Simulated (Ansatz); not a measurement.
H₇C₂Cl: several calculations on one system

**1. Relaxation**

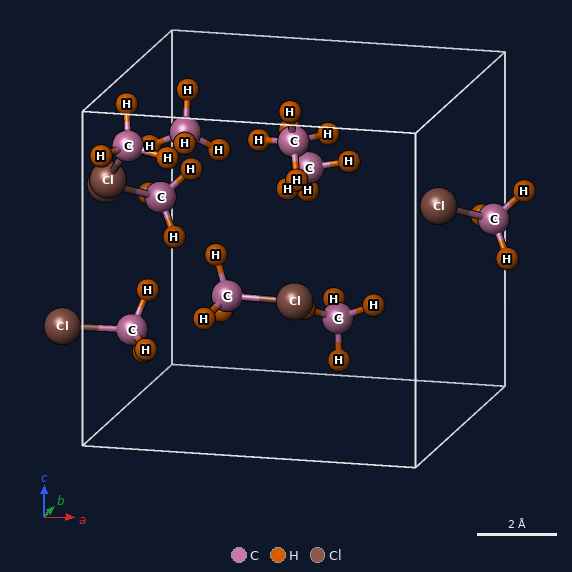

An amorphous cell of composition H₇C₂Cl, before the relaxation. A ball-and-stick model of the cell of the calculation, seen slightly off an axis.

The cell holds 4 CH4 + 4 CH3Cl. The run prepares the start of a later molecular dynamics calculation, from a guessed geometry.

These are results of Ansatz, DFT PBE, scalar-relativistic, plane waves, PAW, not measurements.

The input:
```yaml
crystal:
  lattice:
    - [8.802272, 0.0, 0.0]
    - [0.0, 8.802272, 0.0]
    - [0.0, 0.0, 8.802272]
  atoms:
    - { symbol: C, position: [0.5091599, 0.9573602, 0.1818879] }
    - { symbol: H, position: [0.6214138, 0.9413734, 0.23157] }
    - { symbol: H, position: [0.5163182, 0.9450086, 0.0589202] }
    - { symbol: H, position: [0.4674992, 1.0705835, 0.2096316] }
    - { symbol: H, position: [0.4314082, 0.8724751, 0.2274297] }
    - { symbol: C, position: [0.5723027, 0.2286957, 0.8921377] }
    - { symbol: H, position: [0.6512227, 0.3239378, 0.8971781] }
    - { symbol: H, position: [0.5798144, 0.1632886, 0.9969724] }
    - { symbol: H, position: [0.6012433, 0.1561635, 0.7960837] }
    - { symbol: H, position: [0.4569304, 0.2713928, 0.8783164] }
    - { symbol: C, position: [0.1843829, 0.4627981, 0.8373674] }
    - { symbol: H, position: [0.2150354, 0.3428819, 0.8350519] }
    - { symbol: H, position: [0.0729727, 0.4779189, 0.7855604] }
    - { symbol: H, position: [0.2684676, 0.5281098, 0.774209] }
    - { symbol: H, position: [0.1810558, 0.5022818, 0.9546483] }
    - { symbol: C, position: [0.4917614, 0.6970999, 0.6945738] }
    - { symbol: H, position: [0.4676646, 0.7790476, 0.6049705] }
    - { symbol: H, position: [0.4589384, 0.5838572, 0.6568433] }
    - { symbol: H, position: [0.427606, 0.7269617, 0.7961474] }
    - { symbol: H, position: [0.6128366, 0.698533, 0.720334] }
    - { symbol: C, position: [1.0095334, 0.8370102, 0.5404215] }
    - { symbol: Cl, position: [0.8828124, 0.6941124, 0.6059428] }
    - { symbol: H, position: [0.9461106, 0.9415412, 0.5221859] }
    - { symbol: H, position: [1.0971843, 0.8550374, 0.6257095] }
    - { symbol: H, position: [1.0607865, 0.799569, 0.4343415] }
    - { symbol: C, position: [0.3049042, 0.4837101, 0.3507568] }
    - { symbol: Cl, position: [0.506777, 0.4854198, 0.3468261] }
    - { symbol: H, position: [0.2626548, 0.5763601, 0.2806663] }
    - { symbol: H, position: [0.2648581, 0.3754771, 0.3064437] }
    - { symbol: H, position: [0.266954, 0.4982745, 0.4675017] }
    - { symbol: C, position: [0.1309635, 0.0197319, 0.9004743] }
    - { symbol: Cl, position: [0.0397795, 0.1383347, 0.764865] }
    - { symbol: H, position: [0.1145665, 0.0677577, 1.0131969] }
    - { symbol: H, position: [0.0810455, -0.0932251, 0.8949422] }
    - { symbol: H, position: [0.2515924, 0.0140174, 0.8740595] }
    - { symbol: C, position: [0.0908155, 0.2149081, 0.3011055] }
    - { symbol: Cl, position: [-0.102875, 0.158991, 0.3124317] }
    - { symbol: H, position: [0.1266003, 0.2580413, 0.4112903] }
    - { symbol: H, position: [0.1591297, 0.1167223, 0.2698899] }
    - { symbol: H, position: [0.1020882, 0.3032679, 0.2153897] }
basis:
  ecutwfc: 420.0
kpoints:
  mp_grid: { grid: [1, 1, 1] }
hamiltonian:
  xc: pbe
scf:
  occupations: { method: fermi_dirac, width: 0.05 }
  lower_state_search: "off"
relax:
  f_tol: 0.3
  max_steps: 15
  adjacent_minimum: "off"
```

Command:
```bash
ansatz run input.yaml --threads 1 --pin off --max-ram 3072MiB --backend cpu --events-out ev --progress --plain --runs-dir out
```

### Predict the outcome.

The atom that moves furthest is H38 (0.30 Å roughly along [−3 −1 0]). Largest moves by element: H 0.30 Å, Cl 0.29 Å, C 0.25 Å. The cell stays as it was. Some distances before and after: C31–Cl32 1.777 → 1.799 Å, C36–Cl37 1.777 → 1.786 Å, C21–Cl22 1.777 → 1.784 Å, C11–H13 1.090 → 1.096 Å. Among the angles between lasting bonds that change: Cl27–C26–H29 108.9° → 106.3°. After 2 geometry steps the energy has fallen by 0.473 eV per cell of the calculation. Largest force component: 0.44 eV/Å at the start, 0.25 eV/Å at the end.

Final geometry:

```
CELL_PARAMETERS angstrom
8.80227 0.00000 0.00000
0.00000 8.80227 0.00000
0.00000 0.00000 8.80227
ATOMIC_POSITIONS crystal
C 0.50412 0.94707 0.18935
H 0.61836 0.93344 0.23687
H 0.50903 0.92996 0.06614
H 0.46359 0.06241 0.21367
H 0.42796 0.86264 0.24019
C 0.57936 0.23664 0.88459
H 0.65639 0.33440 0.88301
H 0.59311 0.17641 0.99230
H 0.60678 0.15996 0.79023
H 0.46178 0.27630 0.87395
C 0.17917 0.47316 0.84887
H 0.21547 0.35461 0.84538
H 0.06599 0.48171 0.79772
H 0.26000 0.54212 0.78501
H 0.17551 0.51240 0.96697
C 0.49492 0.71056 0.69940
H 0.46800 0.78906 0.60643
H 0.47115 0.59400 0.66244
H 0.42741 0.73805 0.80044
H 0.61595 0.71945 0.72610
C 0.01801 0.81655 0.52471
Cl 0.89520 0.66891 0.58947
H 0.95141 0.92067 0.51216
H 0.10757 0.83333 0.60906
H 0.06652 0.78247 0.41538
C 0.32815 0.49906 0.34684
Cl 0.53029 0.50055 0.33818
H 0.28087 0.59164 0.27831
H 0.29226 0.39118 0.29942
H 0.28888 0.50769 0.46493
C 0.12433 0.01777 0.90551
Cl 0.01084 0.13058 0.77830
H 0.11093 0.06441 0.02026
H 0.08112 0.90068 0.90131
H 0.24442 0.02242 0.87073
C 0.06791 0.20256 0.30134
Cl 0.87285 0.14693 0.29801
H 0.09475 0.24556 0.41514
H 0.14223 0.10599 0.27466
H 0.08172 0.29156 0.21550
```

The end point in the same view:

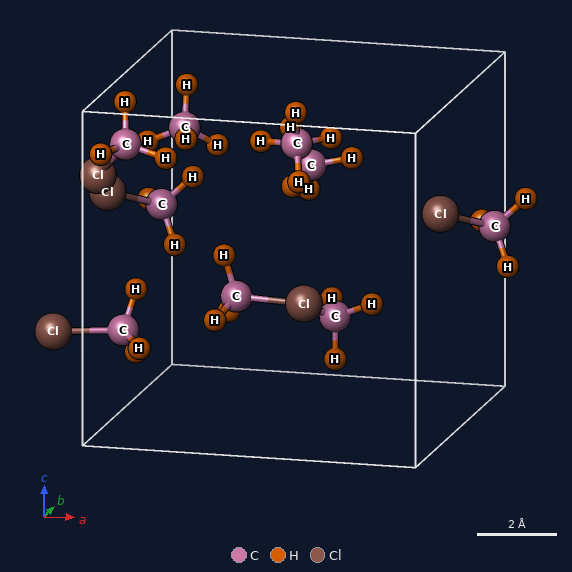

**2. Dynamics**

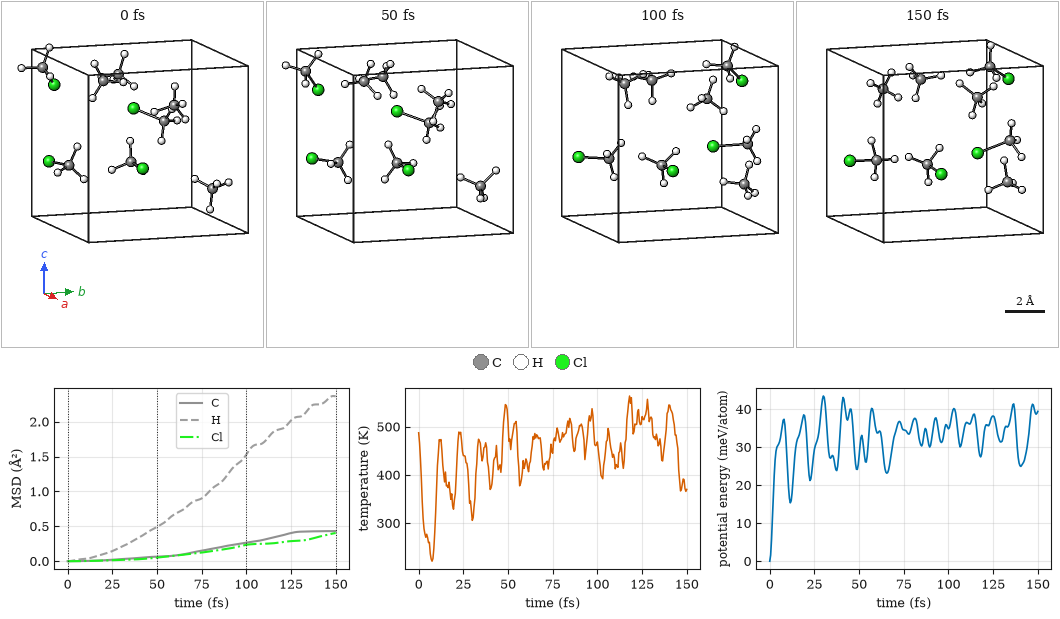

A Born-Oppenheimer molecular dynamics run of a periodic cell with 4 CH4 + 4 CH3Cl at 0.648 g/cm³, 150 fs long. Frames and the history of the run. A ball-and-stick model of the simulation cell, seen slightly off an axis. Atoms that leave the cell re-enter on the other side.

Computed with DFT PBE, scalar-relativistic, plane waves, PAW in Ansatz. Set-up: plane-wave cutoff 420 eV; k-point mesh 1 × 1 × 1; Fermi-Dirac smearing 0.05 eV; Langevin thermostat (NVT); set temperature 500 K; time step 0.5 fs; friction 0.02 per fs.

Input file:
```yaml
crystal:
  lattice:
    - [8.802272, 0.0, 0.0]
    - [0.0, 8.802272, 0.0]
    - [0.0, 0.0, 8.802272]
  atoms:
    - { symbol: C, position: [0.50411833, 0.94706788, 0.18935079] }
    - { symbol: H, position: [0.61836085, 0.93343671, 0.23687073] }
    - { symbol: H, position: [0.50902916, 0.92996007, 0.06614368] }
    - { symbol: H, position: [0.46358779, 1.06240532, 0.21367182] }
    - { symbol: H, position: [0.42795905, 0.86263745, 0.24019252] }
    - { symbol: C, position: [0.57936206, 0.23663561, 0.88458797] }
    - { symbol: H, position: [0.65639311, 0.33439657, 0.88300916] }
    - { symbol: H, position: [0.59311054, 0.17641126, 0.99230319] }
    - { symbol: H, position: [0.60677975, 0.1599589, 0.7902317] }
    - { symbol: H, position: [0.46178194, 0.27630263, 0.87394661] }
    - { symbol: C, position: [0.17917173, 0.47315896, 0.84887008] }
    - { symbol: H, position: [0.21546937, 0.35460533, 0.84537824] }
    - { symbol: H, position: [0.06598847, 0.48170918, 0.7977168] }
    - { symbol: H, position: [0.26000331, 0.54211499, 0.78501084] }
    - { symbol: H, position: [0.1755052, 0.51240477, 0.96696979] }
    - { symbol: C, position: [0.49492289, 0.71056057, 0.69939615] }
    - { symbol: H, position: [0.46799888, 0.78905786, 0.60643391] }
    - { symbol: H, position: [0.47114586, 0.59400277, 0.66243765] }
    - { symbol: H, position: [0.42740758, 0.738053, 0.80043742] }
    - { symbol: H, position: [0.61594969, 0.71945339, 0.72609526] }
    - { symbol: C, position: [1.01800764, 0.81655125, 0.52471098] }
    - { symbol: Cl, position: [0.89520184, 0.6689079, 0.58946528] }
    - { symbol: H, position: [0.95141418, 0.92066632, 0.5121633] }
    - { symbol: H, position: [1.10756775, 0.83333333, 0.60905851] }
    - { symbol: H, position: [1.06652277, 0.78246848, 0.41537935] }
    - { symbol: C, position: [0.32814761, 0.49905789, 0.34683827] }
    - { symbol: Cl, position: [0.53028616, 0.50055076, 0.33818241] }
    - { symbol: H, position: [0.28087011, 0.5916355, 0.27830719] }
    - { symbol: H, position: [0.29226149, 0.39117882, 0.29941813] }
    - { symbol: H, position: [0.28887931, 0.50769102, 0.46493368] }
    - { symbol: C, position: [0.12432738, 0.01776667, 0.90551233] }
    - { symbol: Cl, position: [0.0108439, 0.13058319, 0.77829912] }
    - { symbol: H, position: [0.11093194, 0.06441044, 1.02025625] }
    - { symbol: H, position: [0.08112012, -0.09932334, 0.90131365] }
    - { symbol: H, position: [0.244425, 0.02241554, 0.87072909] }
    - { symbol: C, position: [0.06790516, 0.20255674, 0.30134367] }
    - { symbol: Cl, position: [-0.12714711, 0.14693157, 0.29801404] }
    - { symbol: H, position: [0.09475179, 0.24556255, 0.41513828] }
    - { symbol: H, position: [0.14222862, 0.10599318, 0.27465529] }
    - { symbol: H, position: [0.08172436, 0.29155707, 0.21550137] }
basis:
  ecutwfc: 420.0
kpoints:
  mp_grid: { grid: [1, 1, 1] }
hamiltonian:
  xc: pbe
scf:
  occupations: { method: fermi_dirac, width: 0.05 }
  lower_state_search: "off"
md:
  timestep: 0.5
  n_steps: 300
  ensemble: nvt_langevin
  temperature: 500.0
  initial_velocities: maxwell_boltzmann
  seed: 946234
  friction: 0.02
```

Command:
```bash
ansatz run input.yaml --threads 1 --pin off --max-ram 3072MiB --backend cpu --events-out ev --progress --plain --runs-dir out
```

Q: What do the frames and curves show?

A: Root-mean-square distances from the starting positions over the second half, with the common drift of all atoms taken out: H 1.31 Å, C 0.57 Å, Cl 0.51 Å. The heavy atoms stay within a fraction of a molecule's size of their starting places, while the hydrogen atoms travel further, as molecules turn; so short a run doesn't tell a liquid from a solid. Over the second half the temperature averages 476 K (spread ±44 K). The potential energy in the second half lies on average 34.4 meV per atom above the first frame.

The run took 14 min on 1 thread of Arm Neoverse V1, with other jobs on the host, peak memory 0.55 GiB.

**3. Energy conservation**

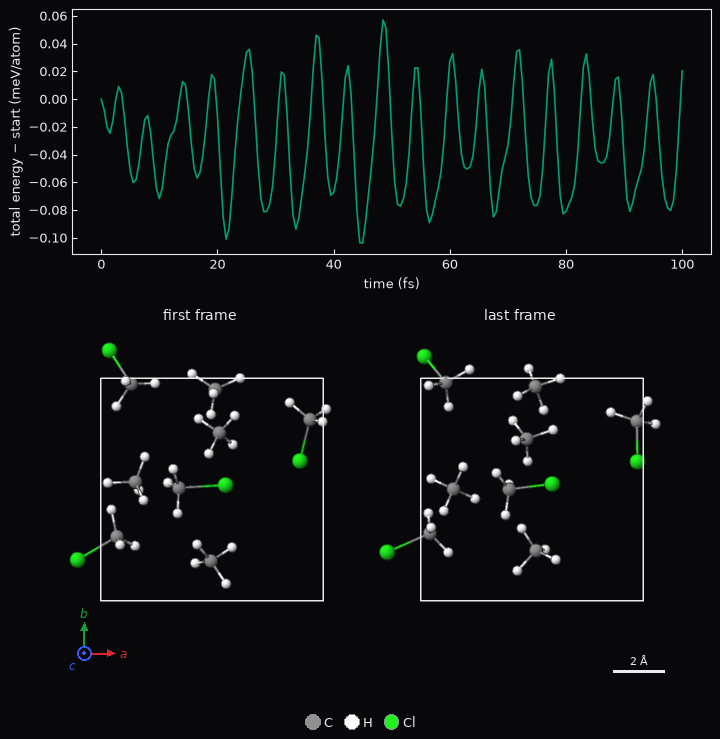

A Born-Oppenheimer molecular dynamics run of a periodic cell with 4 CH4 + 4 CH3Cl at 0.648 g/cm³, 100 fs long. It starts from the last geometry of an earlier run, with fresh velocities. A ball-and-stick model of the simulation cell, seen along the c axis.

Method: DFT PBE, scalar-relativistic, plane waves, PAW (Ansatz 0.2.0). Set-up: plane-wave cutoff 250 eV; k-point mesh 1 × 1 × 1; Fermi-Dirac smearing 0.05 eV; constant energy (NVE); velocities drawn for 500 K; time step 0.5 fs.

Question: Check the integration.

Answer: The total energy stays between −0.1 and 0.057 meV per atom of its start. A straight-line fit has a slope that amounts to −0.007 meV per atom over 100 fs (under 0.1 % of the mean kinetic energy), and the ripple about it is 1.0 % of the kinetic energy's fluctuation. With a drift under 2 % and a ripple under 7 %, the integration is accurate. The plane-wave cutoff is below what these potentials need, so energies and forces are off. The mean temperature in the second half is 542 K (standard deviation 26 K). The potential energy in the second half lies on average 5.3 meV per atom below the first frame.

Limits of the set-up: the cutoff lies below the recommended one.

Cost: 5 min on 1 thread of Arm Neoverse V1, on a shared host, peak memory 0.39 GiB.
